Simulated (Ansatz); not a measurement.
SiC (space group F-43m, No. 216): the end point of a relaxation with DFT PBEsol, scalar-relativistic, plane waves, PAW in Ansatz.

```xyz
8
Lattice="4.3567 0.0000 0.0000 0.0000 4.3567 0.0000 0.0000 0.0000 4.3567" Properties=species:S:1:pos:R:3 pbc="T T T"
Si    0.0000    0.0000    0.0000
C     1.0892    1.0892    1.0892
Si    0.0000    2.1783    2.1783
C     1.0892    3.2675    3.2675
Si    2.1783    0.0000    2.1783
C     3.2675    1.0892    3.2675
Si    2.1783    2.1783    0.0000
C     3.2675    3.2675    1.0892
```

Bonds are taken as C–Si below 2.1 Å. Atoms with one bond or none are removed and atoms with two bonds are replaced by edges, until no such atom is left.

Derive the underlying net.

The result is a uninodal 4-connected, three-periodic net: Si and C are 4-connected nodes. It is the dia net, known from diamond, zinc blende and cristobalite. It is a single net, without interpenetration.

| node | links | point symbol | coordination sequence |
| --- | --- | --- | --- |
| Si and C | 4 | 6⁶ | 4 12 24 42 64 92 |

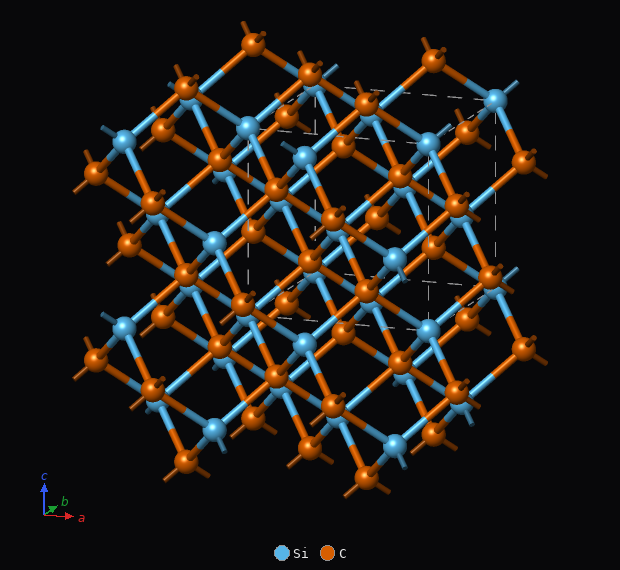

Nodes are coloured by element. Short stubs are edges that leave the cut-out.
